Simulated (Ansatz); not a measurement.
## TaN: single-point calculation

- system: TaN (8 atoms in the cell)
- method: DFT PBE, scalar-relativistic, plane waves, PAW, no spin polarisation (Ansatz 0.2.0)

The structure derives from an entry of the Crystallography Open Database. It belongs to a series of runs on one base structure; here: band edges of the strained film's bulk. Figures and captions count atoms from 1; the log counts them from 0 in places.

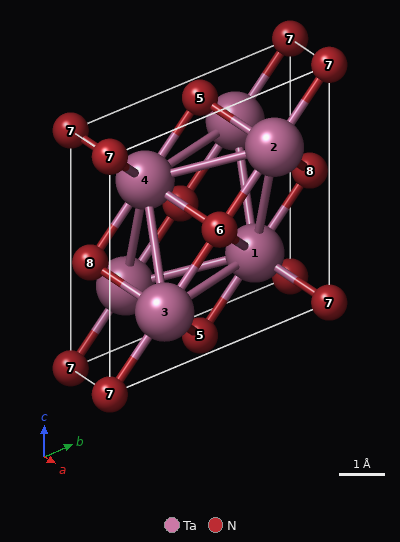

The structure as given in the input (ball-and-stick view of the reduced cell, seen slightly off an axis; atoms are numbered from 1 in the order of the input). Near neighbours in the crystal (not all of them lie inside the picture): Ta has 6 N at 2.21 Å and 12 Ta at 3.12 Å; N has 6 Ta at 2.21 Å.

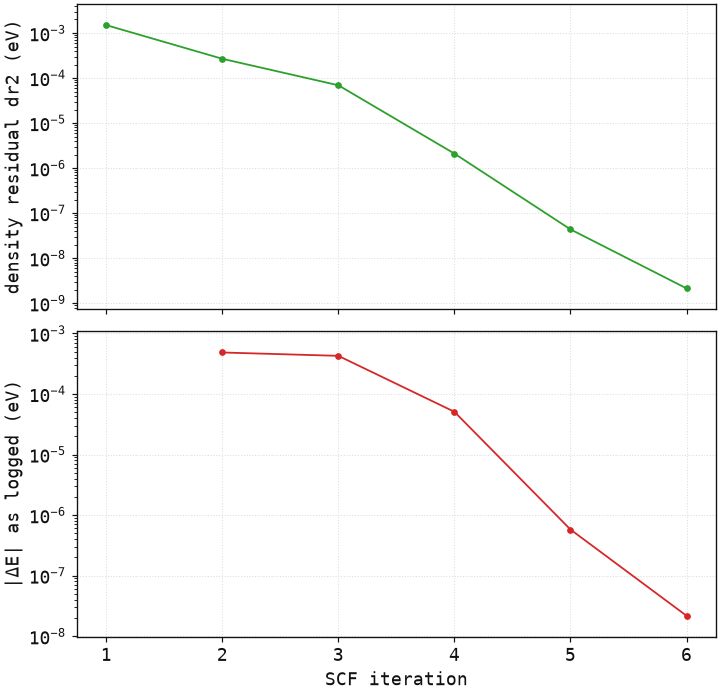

Convergence of the self-consistent field: density residual dr2 and size of the energy change against the SCF iteration. The residual falls at every step.

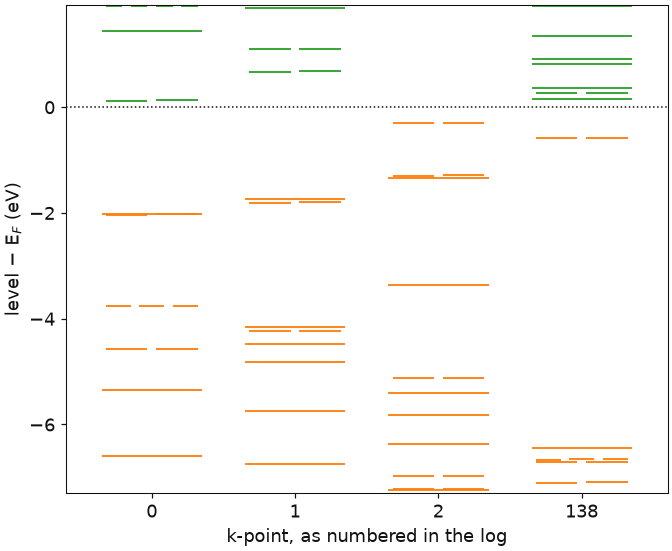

Kohn–Sham levels near the Fermi level (dotted) at the few k-points that the log prints; levels within 0.02 eV of each other stand side by side. The system is metallic on the full mesh.

These pictures come from the run below.

Input:
```yaml
crystal:
  lattice:
    - [6.2432718349, 1.0006e-06, 0.0046520399]
    - [-3.1216350508, 5.4068325121, -0.00465204]
    - [-1.5589161573, 0.9000406631, 2.5475600255]
  atoms:
    - { symbol: Ta, position: [0.25, 0.25, 0.5] }
    - { symbol: Ta, position: [0.75, 0.25, 0.5] }
    - { symbol: Ta, position: [0.25, 0.75, 0.5] }
    - { symbol: Ta, position: [0.75, 0.75, 0.5] }
    - { symbol: "N", position: [0.0, 0.5, 0.0] }
    - { symbol: "N", position: [0.5, 0.5, 0.0] }
    - { symbol: "N", position: [0.0, 0.0, 0.0] }
    - { symbol: "N", position: [0.5, 0.0, 0.0] }
basis:
  ecutwfc: 420
kpoints:
  mp_grid: { grid: [6, 6, 13] }
hamiltonian:
  xc: pbe
scf:
  occupations: { method: gaussian, width: 0.1 }
output:
  forces: true
  stress: true
  eigenvalues: true
```

Command:
```bash
ansatz run input.yaml --threads 8 --pin off --max-ram 20480MiB --backend cpu --events-out ev --progress --plain --runs-dir out
```

The program's output:
```
Engine: ansatz 0.2.0, x86_64-unknown-linux-gnu
Pseudopotentials: kind: paw
Pseudopotential: Ta, paw, valence charge 13, recommended cutoff 420 eV (normal), Ta.paw.azcp
Pseudopotential: N, paw, valence charge 5, recommended cutoff 420 eV (normal), N.paw.azcp
Functional definition: PBE
  parameter kappa = 0.804
  parameter beta = 0.06672455060314922
  exchange = pbe_x(kappa = kappa, mu = beta*pi^2/3)
  correlation = pbe_c(beta = beta)
Crystal: 8 atoms, lattice volume = 86.049 Å³
Basis set: ecut = 420 eV, 1675 PW (Γ), exchange–correlation on 90×90×48 points (8 copies of the dense FFT grid, shifted against one another)
Bands: 44, of which v1, the nominal top of the filled ones, is band 36 counted from 1 (35 counted from 0)
Symmetry: 16 space group operations
Space group: C2/m (ITA 12), of the structure as read, at distance tolerance 4.4e-5 Å
k-points: 139 of 468
Non-local potential: Ta, projectors of the file, l = 0: 3, l = 1: 2, l = 2: 2, l = 3: 1
Non-local potential: N, projectors of the file, l = 0: 2, l = 1: 2, l = 2: 1
PAW form: soft (Blöchl's): semilocal exchange-correlation on the pseudo side does not see the compensation charge
PAW one-centre angular grid: Ta, 590 points (default); XC on 64 Gauss nodes
PAW one-centre angular grid: N, 110 points (default); XC on 64 Gauss nodes
Initial density: superposition of atomic densities (neutral atoms: chi_scale 0, normalization atom), corrected by the library's trained network
Initial wavefunctions: pseudopotential atomic-orbital guess
Functional: x = pbe(κ = 0.804, μ = 0.2195149727645171), c = pbe(β = 0.06672455060314922)
SCF iter   1: F=—  HF=-41271.680474 eV  |F-HF|=—  |Δ(HF+E_count)|=         —  Δρ=1.86e-3  dr2=1.50e-3  ethr=1.77e-3  ⟨swp⟩=5.4  Hψ=23285  notcnv=0
preconditioner: auto → Kerker (q_TF=auto, 2.648 Å⁻¹)  [metal: Δε(μ)=0.010 eV  Ē_g=9.558 eV  σ=0.100 eV  W_gap=0.06  n_scr=30 (ndim 8)  ℏωp=25.3 eV  f_vac=0.000  D(μ)=3.32/eV (n_scr^D=30)]
SCF iter   2: F=—  HF=-41271.679989 eV  |F-HF|=—  |Δ(HF+E_count)|=   4.85e-4  Δρ=1.02e-3  dr2=2.68e-4  ethr=2.09e-6  ⟨swp⟩=2.0  Hψ=12247  notcnv=0
SCF iter   3: F=—  HF=-41271.680416 eV  |F-HF|=—  |Δ(HF+E_count)|=   4.27e-4  Δρ=4.30e-4  dr2=6.92e-5  ethr=3.73e-7  ⟨swp⟩=2.0  Hψ=8627  notcnv=0
SCF iter   4: F=—  HF=-41271.680466 eV  |F-HF|=—  |Δ(HF+E_count)|=   5.08e-5  Δρ=5.65e-5  dr2=2.10e-6  ethr=9.62e-8  ⟨swp⟩=2.0  Hψ=8223  notcnv=0
iter 5 did not close the SCF: its close was put off for the readings that it lacked (scf_convergence_deferred on its scf_iter line)
SCF iter   5: F=-41271.680467 eV  HF=-41271.680467 eV  |F-HF|=5.65e-9  |Δ(HF+E_count)|=   5.77e-7  Δρ=9.44e-6  dr2=4.36e-8  ethr=2.92e-9  ⟨swp⟩=2.0  Hψ=8536  notcnv=0
SCF iter   6: F=-41271.680467 eV  HF=-41271.680467 eV  |F-HF|=6.33e-10  |Δ(HF+E_count)|=   2.17e-8  Δρ=2.09e-6  dr2=2.13e-9  ethr=6.06e-11  ⟨swp⟩=6.3  Hψ=23751  notcnv=0
SCF 1 converged in 6 iterations: F = -41271.680467 eV  dr2 = 2.13e-9
  greatest PAW one-centre occupation: 0.999 electrons in one spin orbital (limit 2), on the Ta atom at site 3 (counted from 0), in its partial waves of l = 0
SCF converged after 6 iterations
Free energy (F): -41271.680467 eV
Harris-Foulkes:  -41271.680467 eV  (|F-HF|=6.33e-10)
Internal energy: -41271.663855 eV  (E = F + TS)
E sigma→0 (E₀):  -41271.672161 eV
Entropy (-TS):   -0.016612 eV (-2.077 meV/atom)
Fermi energy:    21.399353 eV
--- Per-component energies (eV) ---
  E_band       = -194.283395
  E_kinetic    = 2002.081695
  E_local      = -2364.227149  (includes V_loc(G=0)·N_el)
  E_nonlocal   = 239.375327
  E_hartree    = 794.400596
  E_xc         = -1119.968133
  E_vxc        = -1129.879951  (∫ρ·V_xc dr)
  E_paw        = -34096.969791  (= ΣΔE_a)
  E_vpaw       = -530.434965  (= ΣTr[D̂ρ^β])
  E_aug_tail   = 0.000619  (compensation charges beyond the density's cutoff)
  E_ewald      = -6726.357017
  E_smearing   = -0.016612  (= −TS)
  E_closure    = 0.000000  (closes the sum)
  Σ components = -41271.680467   (vs F -41271.680467, Δ=0.00e0)
--- Forces (eV/Å), atoms counted from 1 ---
  atom   1  Ta     0.00000000    -0.00000000    -0.00000000
  atom   2  Ta     0.00000000     0.00000000     0.00000000
  atom   3  Ta     0.00000000     0.00000000     0.00000000
  atom   4  Ta     0.00000000    -0.00000000     0.00000000
  atom   5  N     -0.00000000     0.00000000     0.00000000
  atom   6  N     -0.00000000     0.00000000     0.00000000
  atom   7  N     -0.00000000     0.00000000     0.00000000
  atom   8  N      0.00000000     0.00000000     0.00000000
  max |Σ_I F_I| component: 1.78e-26 eV/Å
--- Stress (GPa, compression-positive) ---
        0.563794       0.303655       0.013416
        0.303655       0.914425      -0.007746
        0.013416      -0.007746      -0.000268
  P = ⅓ Tr σ = 0.4927 GPa (4.927 kbar)
--- Band table (eV; the first three rows and the last of 139) ---
  k-point 0: bands = ["-48.0481", "-47.9948", "-47.9948", "-47.9775", "-15.1204", "-15.1204", "-14.9991", "-14.5725", "-14.5700", "-14.3812", "-14.3812", "-14.3768", "-14.3768", "-14.3025", "-14.3005", "-14.2985", "2.6844", "3.9096", "5.6158", "5.6158", "11.1608", "11.1608", "13.9329", "13.9329", "13.9424", "13.9424", "14.7972", "16.0584", "16.8222", "16.8284", "17.6353", "17.6408", "17.6453", "19.3615", "19.3696", "19.3824", "21.5057", "21.5247", "22.8394", "23.3034", "23.3034", "23.3124", "23.3124", "23.3891"]
  k-point 1: bands = ["-48.0451", "-47.9938", "-47.9938", "-47.9784", "-15.0984", "-15.0984", "-14.9802", "-14.5874", "-14.5617", "-14.4064", "-14.4064", "-14.3915", "-14.3915", "-14.3503", "-14.3057", "-14.3050", "2.8228", "3.9949", "5.4992", "5.4992", "11.3676", "11.3676", "14.0012", "14.0012", "14.0640", "14.0640", "14.6520", "15.6483", "16.5830", "16.9223", "17.1649", "17.1653", "17.2348", "19.5930", "19.5967", "19.6669", "22.0667", "22.0865", "22.4909", "22.4909", "23.2743", "23.3838", "23.3838", "23.4210"]
  k-point 2: bands = ["-48.0366", "-47.9910", "-47.9910", "-47.9811", "-15.0396", "-15.0396", "-14.9418", "-14.6202", "-14.5314", "-14.4875", "-14.4817", "-14.4817", "-14.4228", "-14.4228", "-14.3187", "-14.3175", "3.2159", "4.2367", "5.1934", "5.1934", "11.9484", "11.9484", "14.1512", "14.1803", "14.1803", "14.4259", "14.4259", "15.0262", "15.5816", "15.9997", "16.2704", "16.2721", "18.0400", "20.0611", "20.1056", "20.1128", "21.1042", "21.1042", "23.3474", "23.3694", "23.5704", "23.5704", "23.5944", "23.5944"]
  k-point 138: bands = ["-47.9993", "-47.9908", "-47.9773", "-47.9773", "-14.9011", "-14.8700", "-14.8163", "-14.8163", "-14.7649", "-14.7649", "-14.6520", "-14.5896", "-14.5896", "-14.5692", "-14.3972", "-14.3644", "4.5555", "4.5555", "4.7924", "4.9777", "12.3630", "12.5060", "14.0023", "14.0023", "14.2980", "14.3116", "14.6826", "14.6826", "14.7323", "14.7475", "14.7475", "14.9474", "20.8179", "20.8179", "21.5484", "21.6737", "21.6737", "21.7565", "22.2081", "22.3059", "22.7527", "23.3208", "24.1312", "24.6309"]
```

Results in brief:

- outcome: converged
- space group (tolerance 0.01 Å): Fm-3m (225)
- electrons treated: 72
- free energy: −41271.6805 eV
- Fermi energy: 21.399 eV
- gap on the k-point mesh: none (metallic)
- pressure: 0.49 GPa
- largest force (length of the vector): under 0.001 eV/Å
- hardware: 8 threads of Intel Xeon @ 2.50GHz (Skylake/Cascade Lake), 32 GiB of memory available, shared host
- wall time: 3.8 s (CPU time 26 s)
- peak memory: 0.79 GiB

Spin–orbit coupling is left out, which matters for Ta.
